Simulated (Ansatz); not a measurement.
Run report: AlO2, single-point calculation (part 2 of 2)

The same run, continued: AlO2 (Pnma, 48 atoms in the cell); DFT PBE, scalar-relativistic, plane waves, PAW, no spin polarisation (Ansatz 0.2.0); cutoff 420 eV, 1×2×2 k-mesh, Gaussian smearing of 0.05 eV. The structure derives from an entry of the Crystallography Open Database.

### Output, continued
```
  k-point 1: bands = ["-13.6382", "-13.6382", "-12.9841", "-12.9841", "-12.9220", "-12.9220", "-12.0990", "-12.0990", "-12.0990", "-12.0990", "-12.0372", "-12.0372", "-12.0372", "-12.0372", "-12.0173", "-12.0173", "-11.8390", "-11.8390", "-11.7988", "-11.7988", "-11.3219", "-11.3219", "-11.3219", "-11.3219", "-11.2631", "-11.2631", "-11.2631", "-11.2631", "-11.2078", "-11.2078", "-11.0413", "-11.0413", "-0.9469", "-0.9469", "-0.7949", "-0.7949", "-0.7949", "-0.7949", "-0.1167", "-0.1167",
      "-0.1167", "-0.1167", "-0.0220", "-0.0220", "-0.0026", "-0.0026", "0.6602", "0.6602", "0.6602", "0.6602", "0.8356", "0.8356", "0.8356", "0.8356", "0.9492", "0.9492", "0.9730", "0.9730", "1.4489", "1.4489", "1.4489", "1.4489", "1.7895", "1.7895", "2.2245", "2.2245", "2.2245", "2.2245", "2.4851", "2.4851", "2.6212", "2.6212", "2.7069", "2.7069", "2.8079", "2.8079", "3.0280", "3.0280", "3.1939", "3.1939",
      "3.1939", "3.1939", "3.2818", "3.2818", "3.2818", "3.2818", "3.3826", "3.3826", "3.6296", "3.6296", "3.6459", "3.6459", "3.6982", "3.6982", "3.7384", "3.7384", "3.7384", "3.7384", "3.7636", "3.7636", "3.9285", "3.9285", "4.0448", "4.0448", "4.1212", "4.1212", "4.1212", "4.1212", "4.4577", "4.4577", "4.4577", "4.4577", "4.5353", "4.5353", "4.6222", "4.6222", "4.7690", "4.7690", "4.7773", "4.7773",
      "4.9030", "4.9030", "4.9030", "4.9030", "5.0061", "5.0061", "5.1231", "5.1231", "12.4954", "12.4954", "14.1723", "14.1723", "14.4011", "14.4011", "14.7903", "14.7903", "15.1915", "15.1915", "15.1915", "15.1915", "15.5470", "15.5470", "15.6897", "15.6897", "15.7306", "15.7306", "15.7306", "15.7306", "16.2302", "16.2302", "16.7013", "16.7013", "16.7013", "16.7013", "16.8409", "16.8409", "17.5938", "17.5938", "17.5938", "17.5938",
      "18.0792", "18.0792", "18.0792", "18.0792", "18.2573", "18.2573", "18.3994", "18.3994"]
  k-point 2: bands = ["-13.3005", "-13.3005", "-12.7630", "-12.7630", "-12.7163", "-12.7163", "-12.7163", "-12.7163", "-12.5311", "-12.5311", "-12.2082", "-12.2082", "-12.2082", "-12.2082", "-11.7320", "-11.7320", "-11.7320", "-11.7320", "-11.7239", "-11.7239", "-11.5095", "-11.5095", "-11.4964", "-11.4964", "-11.1554", "-11.1554", "-11.1554", "-11.1554", "-11.1436", "-11.1436", "-10.9387", "-10.9387", "-0.5894", "-0.5894", "-0.2774", "-0.2774", "-0.2774", "-0.2774", "-0.1452", "-0.1452",
      "0.2790", "0.2790", "0.2790", "0.2790", "0.6626", "0.6626", "0.7973", "0.7973", "0.8447", "0.8447", "0.8447", "0.8447", "0.8449", "0.8449", "1.0702", "1.0702", "1.1909", "1.1909", "1.6068", "1.6068", "1.6068", "1.6068", "1.8429", "1.8429", "1.8429", "1.8429", "1.9229", "1.9229", "2.0116", "2.0116", "2.1259", "2.1259", "2.3258", "2.3258", "2.5854", "2.5854", "2.6869", "2.6869", "2.7154", "2.7154",
      "2.7569", "2.7569", "2.7747", "2.7747", "2.7747", "2.7747", "3.3538", "3.3538", "3.3538", "3.3538", "3.5106", "3.5106", "3.5106", "3.5106", "3.7427", "3.7427", "3.8136", "3.8136", "3.8935", "3.8935", "3.8935", "3.8935", "3.9183", "3.9183", "3.9540", "3.9540", "4.2166", "4.2166", "4.2166", "4.2166", "4.3013", "4.3013", "4.4975", "4.4975", "4.4975", "4.4975", "4.5676", "4.5676", "4.8379", "4.8379",
      "5.0091", "5.0091", "5.0091", "5.0091", "5.1034", "5.1034", "5.1878", "5.1878", "13.7712", "13.7712", "15.1505", "15.1505", "15.1505", "15.1505", "15.1540", "15.1540", "15.4970", "15.4970", "15.8361", "15.8361", "15.8361", "15.8361", "16.3665", "16.3665", "16.4489", "16.4489", "16.4489", "16.4489", "16.4820", "16.4820", "17.2751", "17.2751", "17.3349", "17.3349", "17.3349", "17.3349", "17.4710", "17.4710", "17.7786", "17.7786",
      "17.9068", "17.9068", "17.9959", "17.9959", "18.2671", "18.2671", "18.2671", "18.2671"]
  k-point 3: bands = ["-13.1258", "-13.1258", "-13.1258", "-13.1258", "-12.6022", "-12.6022", "-12.6022", "-12.6022", "-12.5022", "-12.5022", "-12.5022", "-12.5022", "-11.8536", "-11.8536", "-11.8536", "-11.8536", "-11.6511", "-11.6511", "-11.6511", "-11.6511", "-11.5665", "-11.5665", "-11.5665", "-11.5665", "-11.1936", "-11.1936", "-11.1936", "-11.1936", "-11.0212", "-11.0212", "-11.0212", "-11.0212", "-0.5661", "-0.5661", "-0.5661", "-0.5661", "0.1160", "0.1160", "0.1160", "0.1160",
      "0.2672", "0.2672", "0.2672", "0.2672", "0.4731", "0.4731", "0.4731", "0.4731", "0.6929", "0.6929", "0.6929", "0.6929", "1.1369", "1.1369", "1.1369", "1.1369", "1.3305", "1.3305", "1.3305", "1.3305", "1.7526", "1.7526", "1.7526", "1.7526", "2.0536", "2.0536", "2.0536", "2.0536", "2.1539", "2.1539", "2.1539", "2.1539", "2.2495", "2.2495", "2.2495", "2.2495", "2.6432", "2.6432", "2.6432", "2.6432",
      "2.8937", "2.8937", "2.8937", "2.8937", "3.1301", "3.1301", "3.1301", "3.1301", "3.2917", "3.2917", "3.2917", "3.2917", "3.4984", "3.4984", "3.4984", "3.4984", "3.8989", "3.8989", "3.8989", "3.8989", "4.0572", "4.0572", "4.0572", "4.0572", "4.1468", "4.1468", "4.1468", "4.1468", "4.2369", "4.2369", "4.2369", "4.2369", "4.3866", "4.3866", "4.3866", "4.3866", "4.6572", "4.6572", "4.6572", "4.6572",
      "5.1098", "5.1098", "5.1098", "5.1098", "5.1366", "5.1366", "5.1366", "5.1366", "14.2089", "14.2089", "14.2089", "14.2089", "15.2969", "15.2969", "15.2969", "15.2969", "15.5434", "15.5434", "15.5434", "15.5434", "16.1877", "16.1877", "16.1877", "16.1877", "16.6557", "16.6557", "16.6557", "16.6557", "16.9605", "16.9605", "16.9605", "16.9605", "17.3576", "17.3576", "17.3576", "17.3576", "17.5010", "17.5010", "17.5010", "17.5010",
      "17.8879", "17.8879", "17.8879", "17.8879", "18.0057", "18.0057", "18.0058", "18.0058"]
```

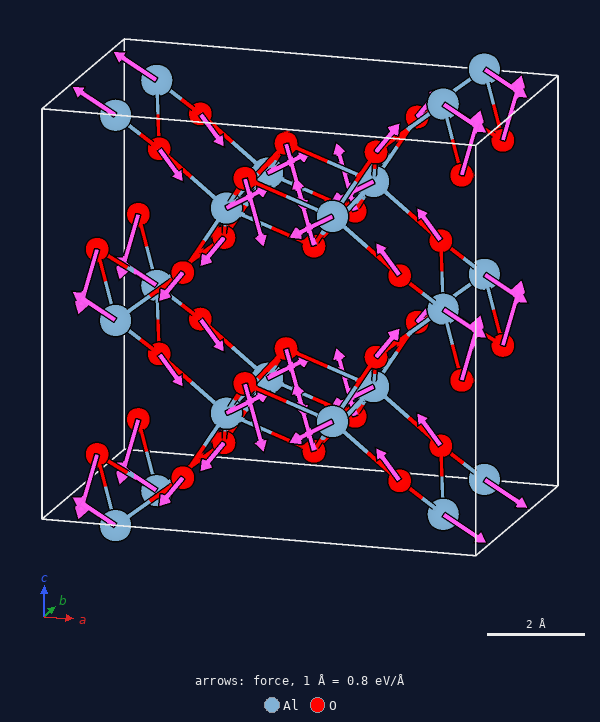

*Forces on the atoms as pink arrows (ball-and-stick view of the cell of the calculation, seen slightly off an axis).*

The largest act on O33, O34, O35, O36, O37, O38 and 10 more (1.23 eV/Å); all 16 Al atoms (0.91 eV/Å); O17, O18, O19, O20, O21, O22 and 10 more (0.71 eV/Å). Atoms are counted from 1 in the order of the input and aren't labelled in the picture. 

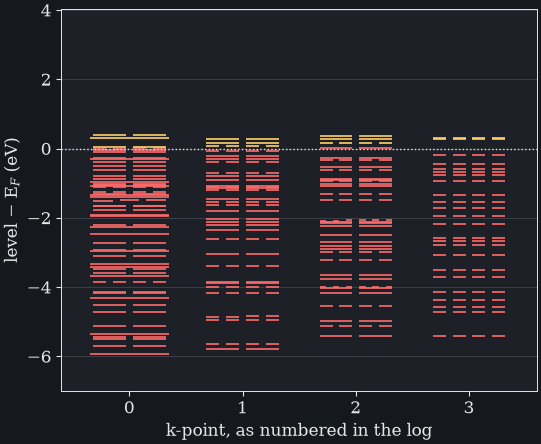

*Kohn–Sham levels near the Fermi level (dotted) at the few k-points that the log prints; levels within 0.02 eV of each other stand side by side.*

The system is metallic on the full mesh.

The run was set up as follows.

### Input file
```yaml
crystal:
  lattice:
    - [9.44, 0.0, 0.0]
    - [0.0, 5.68, 0.0]
    - [0.0, 0.0, 8.84]
  atoms:
    - { symbol: Al, position: [0.146, 0.125, 0.476] }
    - { symbol: Al, position: [0.146, 0.125, 0.976] }
    - { symbol: Al, position: [0.146, 0.625, 0.476] }
    - { symbol: Al, position: [0.146, 0.625, 0.976] }
    - { symbol: Al, position: [0.854, 0.375, 0.024] }
    - { symbol: Al, position: [0.854, 0.375, 0.524] }
    - { symbol: Al, position: [0.854, 0.875, 0.024] }
    - { symbol: Al, position: [0.854, 0.875, 0.524] }
    - { symbol: Al, position: [0.354, 0.375, 0.226] }
    - { symbol: Al, position: [0.354, 0.375, 0.726] }
    - { symbol: Al, position: [0.354, 0.875, 0.226] }
    - { symbol: Al, position: [0.354, 0.875, 0.726] }
    - { symbol: Al, position: [0.646, 0.125, 0.274] }
    - { symbol: Al, position: [0.646, 0.125, 0.774] }
    - { symbol: Al, position: [0.646, 0.625, 0.274] }
    - { symbol: Al, position: [0.646, 0.625, 0.774] }
    - { symbol: O, position: [0.801, 0.125, 0.1435] }
    - { symbol: O, position: [0.801, 0.125, 0.6435] }
    - { symbol: O, position: [0.801, 0.625, 0.1435] }
    - { symbol: O, position: [0.801, 0.625, 0.6435] }
    - { symbol: O, position: [0.199, 0.375, 0.3565] }
    - { symbol: O, position: [0.199, 0.375, 0.8565] }
    - { symbol: O, position: [0.199, 0.875, 0.3565] }
    - { symbol: O, position: [0.199, 0.875, 0.8565] }
    - { symbol: O, position: [0.699, 0.375, 0.3935] }
    - { symbol: O, position: [0.699, 0.375, 0.8935] }
    - { symbol: O, position: [0.699, 0.875, 0.3935] }
    - { symbol: O, position: [0.699, 0.875, 0.8935] }
    - { symbol: O, position: [0.301, 0.125, 0.1065] }
    - { symbol: O, position: [0.301, 0.125, 0.6065] }
    - { symbol: O, position: [0.301, 0.625, 0.1065] }
    - { symbol: O, position: [0.301, 0.625, 0.6065] }
    - { symbol: O, position: [0.944, 0.125, 0.401] }
    - { symbol: O, position: [0.944, 0.125, 0.901] }
    - { symbol: O, position: [0.944, 0.625, 0.401] }
    - { symbol: O, position: [0.944, 0.625, 0.901] }
    - { symbol: O, position: [0.056, 0.375, 0.099] }
    - { symbol: O, position: [0.056, 0.375, 0.599] }
    - { symbol: O, position: [0.056, 0.875, 0.099] }
    - { symbol: O, position: [0.056, 0.875, 0.599] }
    - { symbol: O, position: [0.556, 0.375, 0.151] }
    - { symbol: O, position: [0.556, 0.375, 0.651] }
    - { symbol: O, position: [0.556, 0.875, 0.151] }
    - { symbol: O, position: [0.556, 0.875, 0.651] }
    - { symbol: O, position: [0.444, 0.125, 0.349] }
    - { symbol: O, position: [0.444, 0.125, 0.849] }
    - { symbol: O, position: [0.444, 0.625, 0.349] }
    - { symbol: O, position: [0.444, 0.625, 0.849] }
basis:
  ecutwfc: 420
  fft_grid_basis: typed
kpoints:
  mp_grid: { grid: [1, 2, 2] }
hamiltonian:
  xc: pbe
  pseudopotentials: { kind: paw }
scf:
  occupations: { method: gaussian, width: 0.05 }
output:
  forces: true
  stress: false
  eigenvalues: true
  bader: false
  write_density: true
  volumetric_format: npy
```

Command:
```bash
ansatz run input.yaml --threads 4 --pin off --max-ram 10240MiB --backend cpu --events-out ev --progress --plain --runs-dir out
```

### Results in brief

- outcome: converged
- space group (tolerance 0.01 Å): Pnma (62)
- electrons treated: 240
- free energy: −26776.4017 eV
- Fermi energy: 4.836 eV
- gap on the k-point mesh: none (metallic)
- largest force (length of the vector): 1.234 eV/Å
- hardware: 4 threads of Arm Neoverse V2, 24 GiB of memory available, shared host
- wall time: 7.1 s (CPU time 26 s)
- peak memory: 1.6 GiB

### Notes

The k-point mesh is coarse for a cell of this size, so the results may not be converged.
